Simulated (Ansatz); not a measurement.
**Geometry relaxation, with input and output: Ge3Si2 (part 1 of 2)**

System: Ge3Si2 (P4mm, 5 atoms in the cell).
Method: DFT PBE, scalar-relativistic, plane waves, PAW, no spin polarisation (Ansatz 0.2.0).

The structure was made by a generator, so it may or may not be a known phase. Figures and captions count atoms from 1; the log counts them from 0 in places.

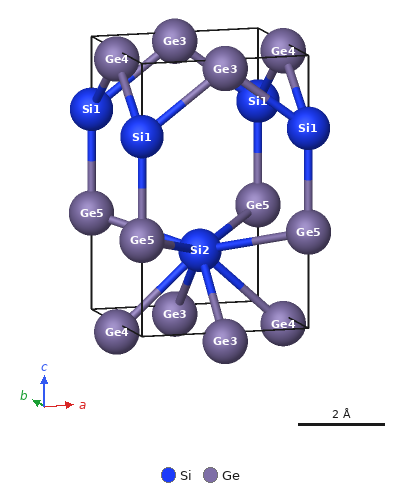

The input geometry (ball-and-stick view of the cell of the calculation, seen slightly off an axis; atoms are numbered from 1 in the order of the input).

Summary

- outcome: converged
- space group (tolerance 0.01 Å): P4mm (99)
- electrons treated: 50
- free energy: −14154.0272 eV
- Fermi energy: 7.665 eV
- gap on the k-point mesh: none (metallic)
- pressure: 0.01 GPa
- final volume: 108.94 Å³
- largest force (length of the vector) at the end: 0.002 eV/Å
- final cell: a = 4.113 Å, b = 4.113 Å, c = 6.439 Å, α = 90.00°, β = 90.00°, γ = 90.00°
- hardware: 1 thread of Arm Neoverse V2, 24 GiB of memory available, shared host
- wall time: 2.8 min
- peak memory: 0.48 GiB

Input file
```yaml
crystal:
  lattice:
    - [4.076125145, 0.0, 0.0]
    - [0.0, 4.076125145, 0.0]
    - [0.0, 0.0, 6.4831572154]
  atoms:
    - { symbol: Si, position: [0.0, 0.0, 0.7326196612] }
    - { symbol: Si, position: [0.5, 0.5, 0.2507804155] }
    - { symbol: Ge, position: [0.5, 0.0, 0.9669792464] }
    - { symbol: Ge, position: [0.0, 0.5, 0.9669792464] }
    - { symbol: Ge, position: [0.0, 0.0, 0.3526413504] }
basis:
  ecutwfc: 420
kpoints:
  mp_grid: { grid: [10, 10, 6] }
hamiltonian:
  xc: pbe
scf:
  occupations: { method: gaussian, width: 0.1 }
output:
  forces: true
  stress: true
  eigenvalues: true
  write_density: true
  write_potential: true
  elf: true
  volumetric_format: npy
relax:
  adjacent_minimum: "off"
  f_tol: 0.01
  max_steps: 80
  cell: { stress_tol: 0.05 }
```

Launch command:
```bash
ansatz run input.yaml --threads 1 --pin off --max-ram 2560MiB --backend cpu --events-out ev --progress --plain --runs-dir out
```

The program's output
```
Engine: ansatz 0.2.0, aarch64-unknown-linux-gnu
Pseudopotentials: kind: paw
Pseudopotential: Si, paw, valence charge 4, recommended cutoff 420 eV (normal), Si.paw.azcp
Pseudopotential: Ge, paw, valence charge 14, recommended cutoff 420 eV (normal), Ge.paw.azcp
Functional definition: PBE
  parameter kappa = 0.804
  parameter beta = 0.06672455060314922
  exchange = pbe_x(kappa = kappa, mu = beta*pi^2/3)
  correlation = pbe_c(beta = beta)
Crystal: 5 atoms, lattice volume = 107.716 Å³
Basis set: ecut = 420 eV, 2117 PW (Γ), exchange–correlation on 60×60×90 points (8 copies of the dense FFT grid, shifted against one another)
Bands: 30, of which v1, the nominal top of the filled ones, is band 25 counted from 1 (24 counted from 0)
Symmetry: 8 space group operations
Space group: P4mm (ITA 99), of the structure as read, at distance tolerance 4.8e-5 Å
k-points: 84 of 600 (time reversal used)
Non-local potential: Si, projectors of the file, l = 0: 2, l = 1: 2, l = 2: 2
Non-local potential: Ge, projectors of the file, l = 0: 2, l = 1: 2, l = 2: 3, l = 3: 1
PAW form: soft (Blöchl's): semilocal exchange-correlation on the pseudo side does not see the compensation charge
PAW one-centre angular grid: Si, 110 points (default); XC on 64 Gauss nodes
PAW one-centre angular grid: Ge, 590 points (default); XC on 64 Gauss nodes
Initial density: superposition of atomic densities (neutral atoms: chi_scale 0, normalization atom), corrected by the library's trained network
Initial wavefunctions: pseudopotential atomic-orbital guess
Functional: x = pbe(κ = 0.804, μ = 0.2195149727645171), c = pbe(β = 0.06672455060314922)
SCF iter   1: F=—  HF=-14154.023620 eV  |F-HF|=—  |Δ(HF+E_count)|=         —  Δρ=2.17e-3  dr2=1.58e-2  ethr=1.77e-3  ⟨swp⟩=5.6  Hψ=10354  notcnv=0
preconditioner: auto → LDOS  [metal: Δε(μ)=0.003 eV  Ē_g=18.973 eV  σ=0.100 eV  W_gap=0.01  n_scr=28 (ndim 8)  ℏωp=25.3 eV  f_vac=0.035  D(μ)=2.32/eV (n_scr^D=16)  β→1.0]
SCF iter   2: F=—  HF=-14154.021226 eV  |F-HF|=—  |Δ(HF+E_count)|=   2.39e-3  Δρ=1.10e-3  dr2=2.97e-3  ethr=3.17e-5  ⟨swp⟩=2.7  Hψ=4966  notcnv=0  defer=1
SCF iter   3: F=—  HF=-14154.020499 eV  |F-HF|=—  |Δ(HF+E_count)|=   7.27e-4  Δρ=3.06e-4  dr2=1.71e-4  ethr=5.93e-6  ⟨swp⟩=2.0  Hψ=4582  notcnv=0  defer=1
SCF iter   4: F=—  HF=-14154.020447 eV  |F-HF|=—  |Δ(HF+E_count)|=   5.18e-5  Δρ=1.01e-4  dr2=1.39e-5  ethr=3.42e-7  ⟨swp⟩=2.0  Hψ=4579  notcnv=0  defer=1
SCF iter   5: F=—  HF=-14154.020436 eV  |F-HF|=—  |Δ(HF+E_count)|=   1.10e-5  Δρ=3.08e-5  dr2=1.23e-6  ethr=2.78e-8  ⟨swp⟩=2.0  Hψ=4580  notcnv=0  defer=1
SCF iter   6: F=—  HF=-14154.020437 eV  |F-HF|=—  |Δ(HF+E_count)|=   7.57e-7  Δρ=9.75e-6  dr2=1.19e-7  ethr=2.45e-9  ⟨swp⟩=2.0  Hψ=4584  notcnv=0  defer=1
SCF iter   7: F=-14154.020437 eV  HF=-14154.020437 eV  |F-HF|=4.78e-9  |Δ(HF+E_count)|=   8.11e-8  Δρ=2.55e-6  dr2=8.41e-9  ethr=2.00e-10  ⟨swp⟩=11.2  Hψ=16709  notcnv=0
SCF 1 converged in 7 iterations: F = -14154.020437 eV  dr2 = 8.41e-9
  greatest PAW one-centre occupation: 0.998 electrons in one spin orbital (limit 2), on the Ge atom at site 3 (counted from 0), in its partial waves of l = 2
relax step   1: F+E_penalty+E_count = -14154.02043674 eV  Δ(F+E_penalty+E_count) = +0.000e0 eV  max|allowed force component| = 1.393e-1 eV/Å  Δτ_max = 0.0000 Å  P = +0.215 GPa  Ω = 107.716 Å³  (7 SCF iters, dr2 threshold 1.00e-7 eV, accepted)
Crystal: 5 atoms, lattice volume = 108.448 Å³
Basis set: ecut = 420 eV, 2133 PW (Γ), exchange–correlation on 60×60×90 points (8 copies of the dense FFT grid, shifted against one another)
Initial density: handed on by an earlier stage of this run
Initial wavefunctions: those handed on with the density
iter 1 solved again at ethr=4.71e-6 eV; its pass at ethr=3.10e-3 eV (dr2=2.35e-3 eV) is discarded
SCF iter   1: F=—  HF=-14154.025809 eV  |F-HF|=—  |Δ(HF+E_count)|=         —  Δρ=9.52e-4  dr2=2.51e-3  ethr=4.71e-6  ⟨swp⟩=2.0  Hψ=11269  notcnv=0
preconditioner: auto → LDOS  [metal: Δε(μ)=0.003 eV  Ē_g=18.970 eV  σ=0.100 eV  W_gap=0.02  n_scr=28 (ndim 8)  ℏωp=25.2 eV  f_vac=0.036  D(μ)=2.23/eV (n_scr^D=14)  β→1.0]
SCF iter   2: F=—  HF=-14154.025419 eV  |F-HF|=—  |Δ(HF+E_count)|=   3.90e-4  Δρ=3.74e-4  dr2=4.36e-4  ethr=4.71e-6  ⟨swp⟩=2.0  Hψ=3202  notcnv=0
SCF iter   3: F=—  HF=-14154.025356 eV  |F-HF|=—  |Δ(HF+E_count)|=   6.30e-5  Δρ=1.16e-4  dr2=4.44e-5  ethr=8.72e-7  ⟨swp⟩=2.0  Hψ=3276  notcnv=0
SCF iter   4: F=—  HF=-14154.025347 eV  |F-HF|=—  |Δ(HF+E_count)|=   9.26e-6  Δρ=3.22e-5  dr2=3.23e-6  ethr=8.88e-8  ⟨swp⟩=3.0  Hψ=4668  notcnv=0
SCF iter   5: F=-14154.025346 eV  HF=-14154.025346 eV  |F-HF|=1.58e-7  |Δ(HF+E_count)|=   6.40e-7  Δρ=1.05e-5  dr2=1.35e-7  ethr=1.00e-9  ⟨swp⟩=11.1  Hψ=19261  notcnv=0
SCF 2 converged in 5 iterations: F = -14154.025346 eV  dr2 = 1.35e-7
relax step   2: F+E_penalty+E_count = -14154.02534588 eV  Δ(F+E_penalty+E_count) = -4.909e-3 eV  max|allowed force component| = 4.447e-2 eV/Å  Δτ_max = 0.0330 Å  P = +0.055 GPa  Ω = 108.448 Å³  energy of the carried Pulay correction = -1.136e-4 eV  (5 SCF iters, dr2 threshold 5.00e-7 eV, accepted)
Crystal: 5 atoms, lattice volume = 108.696 Å³
iter 1 solved again at ethr=2.62e-6 eV; its pass at ethr=3.10e-3 eV (dr2=1.31e-3 eV) is discarded
SCF iter   1: F=—  HF=-14154.026566 eV  |F-HF|=—  |Δ(HF+E_count)|=         —  Δρ=6.99e-4  dr2=1.33e-3  ethr=2.62e-6  ⟨swp⟩=2.4  Hψ=12541  notcnv=0
preconditioner: auto → LDOS  [metal: Δε(μ)=0.013 eV  Ē_g=18.971 eV  σ=0.100 eV  W_gap=0.07  n_scr=28 (ndim 8)  ℏωp=25.2 eV  f_vac=0.037  D(μ)=2.10/eV (n_scr^D=14)  β→1.0]
SCF iter   2: F=—  HF=-14154.026356 eV  |F-HF|=—  |Δ(HF+E_count)|=   2.10e-4  Δρ=2.80e-4  dr2=2.44e-4  ethr=2.62e-6  ⟨swp⟩=2.0  Hψ=3208  notcnv=0
SCF iter   3: F=—  HF=-14154.026312 eV  |F-HF|=—  |Δ(HF+E_count)|=   4.40e-5  Δρ=9.13e-5  dr2=2.42e-5  ethr=4.88e-7  ⟨swp⟩=2.1  Hψ=3536  notcnv=0
SCF iter   4: F=—  HF=-14154.026333 eV  |F-HF|=—  |Δ(HF+E_count)|=   2.12e-5  Δρ=3.09e-5  dr2=2.06e-6  ethr=4.84e-8  ⟨swp⟩=2.0  Hψ=4631  notcnv=0
SCF iter   5: F=-14154.026333 eV  HF=-14154.026333 eV  |F-HF|=3.15e-8  |Δ(HF+E_count)|=   6.30e-7  Δρ=8.36e-6  dr2=1.05e-7  ethr=2.47e-10  ⟨swp⟩=7.7  Hψ=18390  notcnv=0
SCF 3 converged in 5 iterations: F = -14154.026333 eV  dr2 = 1.05e-7
relax step   3: F+E_penalty+E_count = -14154.02633272 eV  Δ(F+E_penalty+E_count) = -9.868e-4 eV  max|allowed force component| = 2.158e-2 eV/Å  Δτ_max = 0.0130 Å  P = +0.050 GPa  Ω = 108.696 Å³  energy of the carried Pulay correction = -1.521e-4 eV  (5 SCF iters, dr2 threshold 1.24e-7 eV, accepted)
Crystal: 5 atoms, lattice volume = 109.253 Å³
Basis set: ecut = 420 eV, 2149 PW (Γ), exchange–correlation on 60×60×90 points (8 copies of the dense FFT grid, shifted against one another)
iter 1 solved again at ethr=6.08e-7 eV; its pass at ethr=3.10e-3 eV (dr2=3.04e-4 eV) is discarded
SCF iter   1: F=—  HF=-14154.026746 eV  |F-HF|=—  |Δ(HF+E_count)|=         —  Δρ=3.99e-4  dr2=2.89e-4  ethr=6.08e-7  ⟨swp⟩=2.6  Hψ=12766  notcnv=0
preconditioner: auto → LDOS  [metal: Δε(μ)=0.024 eV  Ē_g=18.964 eV  σ=0.100 eV  W_gap=0.13  n_scr=28 (ndim 8)  ℏωp=25.1 eV  f_vac=0.037  D(μ)=2.18/eV (n_scr^D=14)  β→1.0]
SCF iter   2: F=—  HF=-14154.026700 eV  |F-HF|=—  |Δ(HF+E_count)|=   4.55e-5  Δρ=1.08e-4  dr2=1.47e-5  ethr=5.79e-7  ⟨swp⟩=2.0  Hψ=3235  notcnv=0
SCF iter   3: F=—  HF=-14154.026733 eV  |F-HF|=—  |Δ(HF+E_count)|=   3.23e-5  Δρ=4.99e-5  dr2=5.23e-6  ethr=2.93e-8  ⟨swp⟩=2.0  Hψ=4622  notcnv=0
SCF iter   4: F=—  HF=-14154.026731 eV  |F-HF|=—  |Δ(HF+E_count)|=   1.22e-6  Δρ=1.13e-5  dr2=2.24e-7  ethr=1.05e-8  ⟨swp⟩=3.0  Hψ=4771  notcnv=0
SCF iter   5: F=-14154.026731 eV  HF=-14154.026731 eV  |F-HF|=2.55e-9  |Δ(HF+E_count)|=   2.97e-8  Δρ=2.86e-6  dr2=1.35e-8  ethr=8.97e-11  ⟨swp⟩=9.9  Hψ=17051  notcnv=0
SCF 4 converged in 5 iterations: F = -14154.026731 eV  dr2 = 1.35e-8
  greatest PAW one-centre occupation: 0.998 electrons in one spin orbital (limit 2), on the Ge atom at site 2 (counted from 0), in its partial waves of l = 2
relax step   4: F+E_penalty+E_count = -14154.02673144 eV  Δ(F+E_penalty+E_count) = -3.987e-4 eV  max|allowed force component| = 1.762e-2 eV/Å  Δτ_max = 0.0057 Å  P = -0.169 GPa  Ω = 109.253 Å³  energy of the carried Pulay correction = -2.378e-4 eV  (5 SCF iters, dr2 threshold 4.48e-8 eV, accepted)
Crystal: 5 atoms, lattice volume = 109.012 Å³
iter 1 solved again at ethr=4.42e-8 eV; its pass at ethr=3.10e-3 eV (dr2=2.21e-5 eV) is discarded
SCF iter   1: F=—  HF=-14154.026969 eV  |F-HF|=—  |Δ(HF+E_count)|=         —  Δρ=1.36e-4  dr2=2.54e-5  ethr=4.42e-8  ⟨swp⟩=3.0  Hψ=12768  notcnv=0
preconditioner: auto → LDOS  [metal: Δε(μ)=0.034 eV  Ē_g=18.970 eV  σ=0.100 eV  W_gap=0.19  n_scr=28 (ndim 8)  ℏωp=25.1 eV  f_vac=0.037  D(μ)=2.22/eV (n_scr^D=14)  β→1.0]
SCF iter   2: F=—  HF=-14154.026996 eV  |F-HF|=—  |Δ(HF+E_count)|=   2.66e-5  Δρ=3.81e-5  dr2=1.99e-6  ethr=4.42e-8  ⟨swp⟩=2.0  Hψ=3372  notcnv=0
SCF iter   3: F=—  HF=-14154.026996 eV  |F-HF|=—  |Δ(HF+E_count)|=   3.81e-8  Δρ=1.44e-5  dr2=4.17e-7  ethr=3.97e-9  ⟨swp⟩=2.0  Hψ=4642  notcnv=0
SCF iter   4: F=-14154.026996 eV  HF=-14154.026996 eV  |F-HF|=2.78e-8  |Δ(HF+E_count)|=   1.61e-7  Δρ=4.04e-6  dr2=4.14e-8  ethr=3.10e-10  ⟨swp⟩=9.8  Hψ=18401  notcnv=0
the search or the solves at the SCF's close seem to have found levels that the self-consistency loop had missed (the run counts 1). By its estimate they hold under 1e-12 electrons; where the run keeps them, the occupations were computed again with them
SCF 5 converged in 4 iterations: F = -14154.026996 eV  dr2 = 4.14e-8
relax step   5: F+E_penalty+E_count = -14154.02699563 eV  Δ(F+E_penalty+E_count) = -2.642e-4 eV  max|allowed force component| = 1.235e-2 eV/Å  Δτ_max = 0.0021 Å  P = -0.044 GPa  Ω = 109.012 Å³  energy of the carried Pulay correction = -2.007e-4 eV  (4 SCF iters, dr2 threshold 1.55e-7 eV, accepted)
Crystal: 5 atoms, lattice volume = 108.945 Å³
iter 1 solved again at ethr=2.08e-8 eV; its pass at ethr=3.10e-3 eV (dr2=1.04e-5 eV) is discarded
SCF iter   1: F=—  HF=-14154.027007 eV  |F-HF|=—  |Δ(HF+E_count)|=         —  Δρ=8.83e-5  dr2=1.17e-5  ethr=2.08e-8  ⟨swp⟩=2.6  Hψ=12550  notcnv=0
preconditioner: auto → LDOS  [metal: Δε(μ)=0.037 eV  Ē_g=18.973 eV  σ=0.100 eV  W_gap=0.21  n_scr=28 (ndim 8)  ℏωp=25.2 eV  f_vac=0.037  D(μ)=2.23/eV (n_scr^D=14)  β→1.0]
SCF iter   2: F=—  HF=-14154.027038 eV  |F-HF|=—  |Δ(HF+E_count)|=   3.06e-5  Δρ=2.04e-5  dr2=6.63e-7  ethr=2.08e-8  ⟨swp⟩=2.0  Hψ=3330  notcnv=0
SCF iter   3: F=—  HF=-14154.027038 eV  |F-HF|=—  |Δ(HF+E_count)|=   7.35e-9  Δρ=9.49e-6  dr2=2.40e-7  ethr=1.33e-9  ⟨swp⟩=2.0  Hψ=3824  notcnv=0
SCF iter   4: F=-14154.027038 eV  HF=-14154.027038 eV  |F-HF|=7.40e-9  |Δ(HF+E_count)|=   5.79e-8  Δρ=2.36e-6  dr2=1.08e-8  ethr=2.91e-11  ⟨swp⟩=6.8  Hψ=15819  notcnv=0
SCF 6 converged in 4 iterations: F = -14154.027038 eV  dr2 = 1.08e-8
relax step   6: F+E_penalty+E_count = -14154.02703778 eV  Δ(F+E_penalty+E_count) = -4.214e-5 eV  max|allowed force component| = 1.840e-3 eV/Å  Δτ_max = 0.0018 Å  P = +0.007 GPa  Ω = 108.945 Å³  energy of the carried Pulay correction = -1.904e-4 eV  (4 SCF iters, dr2 threshold 1.46e-8 eV, accepted)
Initial wavefunctions: pseudopotential atomic-orbital guess (no wavefunctions were taken with the density)
iter 1 solved again at ethr=1.41e-7 eV; its pass at ethr=3.10e-3 eV (dr2=7.07e-5 eV) is discarded
SCF iter   1: F=—  HF=-14154.022745 eV  |F-HF|=—  |Δ(HF+E_count)|=         —  Δρ=4.67e-4  dr2=7.63e-6  ethr=1.41e-7  ⟨swp⟩=3.3  Hψ=16346  notcnv=0
preconditioner: auto → LDOS  [metal: Δε(μ)=0.036 eV  Ē_g=18.974 eV  σ=0.100 eV  W_gap=0.20  n_scr=28 (ndim 8)  ℏωp=25.2 eV  f_vac=0.037  D(μ)=2.23/eV (n_scr^D=14)  β→1.0]
SCF iter   2: F=—  HF=-14154.027249 eV  |F-HF|=—  |Δ(HF+E_count)|=   4.50e-3  Δρ=2.23e-5  dr2=2.81e-6  ethr=1.53e-8  ⟨swp⟩=3.0  Hψ=3636  notcnv=0
SCF iter   3: F=—  HF=-14154.027246 eV  |F-HF|=—  |Δ(HF+E_count)|=   2.96e-6  Δρ=1.49e-5  dr2=2.37e-7  ethr=5.63e-9  ⟨swp⟩=2.0  Hψ=3217  notcnv=0
SCF iter   4: F=—  HF=-14154.027248 eV  |F-HF|=—  |Δ(HF+E_count)|=   2.22e-6  Δρ=6.12e-6  dr2=1.03e-7  ethr=4.74e-10  ⟨swp⟩=2.0  Hψ=4632  notcnv=0
SCF iter   5: F=—  HF=-14154.027248 eV  |F-HF|=—  |Δ(HF+E_count)|=   8.01e-8  Δρ=2.07e-6  dr2=5.68e-9  ethr=2.07e-10  ⟨swp⟩=2.0  Hψ=4631  notcnv=0
SCF iter   6: F=—  HF=-14154.027248 eV  |F-HF|=—  |Δ(HF+E_count)|=  2.98e-10  Δρ=4.57e-7  dr2=2.74e-10  ethr=1.14e-11  ⟨swp⟩=2.0  Hψ=4633  notcnv=0
SCF iter   7: F=-14154.027248 eV  HF=-14154.027248 eV  |F-HF|=2.18e-11  |Δ(HF+E_count)|=  2.55e-10  Δρ=1.22e-7  dr2=2.13e-11  ethr=1.00e-12  ⟨swp⟩=6.1  Hψ=12160  notcnv=0
SCF 7 converged in 7 iterations: F = -14154.027248 eV  dr2 = 2.13e-11
relax step   7: F+E_penalty+E_count = -14154.02724818 eV  Δ(F+E_penalty+E_count) = -2.104e-4 eV  max|allowed force component| = 1.877e-3 eV/Å  Δτ_max = 0.0000 Å  P = +0.008 GPa  Ω = 108.945 Å³  stress off target by 8.81e-3 GPa  SCF on the basis re-selected at this cell (its energy is not comparable with the rows above)  (7 SCF iters)
```

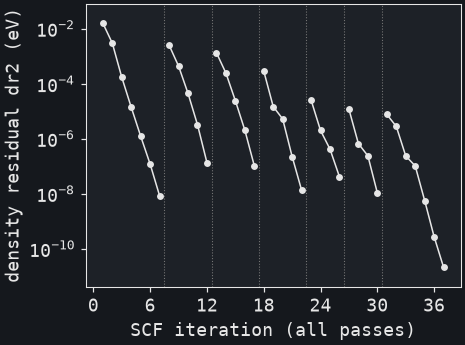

Convergence of the self-consistent field: density residual dr2 against the SCF iteration. The dotted lines part the SCF passes of the relaxation: geometry steps, rejected trials and re-solves on a re-selected basis. The 7 passes take 4 to 7 iterations each, 37 in all.
